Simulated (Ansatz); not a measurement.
Consider ZnSe.

```
CELL_PARAMETERS angstrom
2.77712 2.77712 0.00000
-2.77712 2.77712 0.00000
0.00000 0.00000 5.66760
ATOMIC_POSITIONS crystal
Zn 0.00000 0.00000 0.00000
Zn 0.50000 0.50000 0.50000
Se 0.00000 0.50000 0.25000
Se 0.50000 0.00000 0.75000
```

Space group I-4m2; changed on purpose from its base cell (equal xx and yy strain of -2 %, PAW files).

Method: Ansatz 0.2.0, DFT, LDA, PAW with Ansatz's default frozen-core files, scalar-relativistic.

What will maps of the valence pseudo-density and electron localisation function show?

Answer. Zn–Se (2.42 Å): ρ at the midpoint is about 0.49 e/Å³; the ELF is about 0.60 at the midpoint.

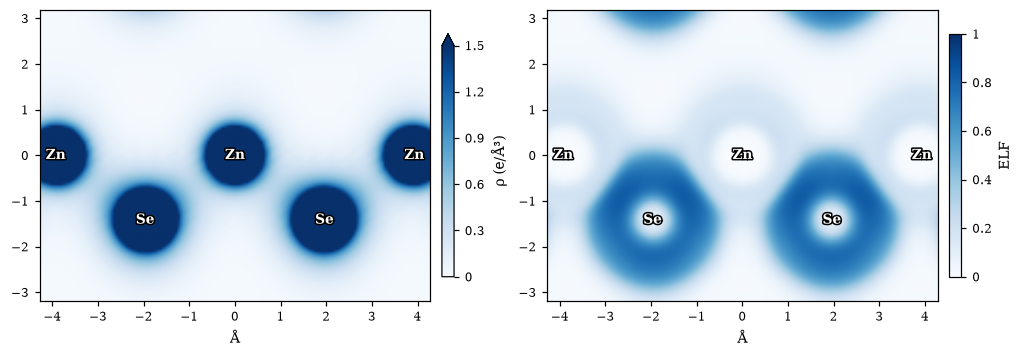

Computed valence pseudo-density and electron localisation function on the (010) plane of the conventional cell, in this order. 

Core electrons are frozen (PAW), and the valence fields are smoothed inside the atomic spheres.
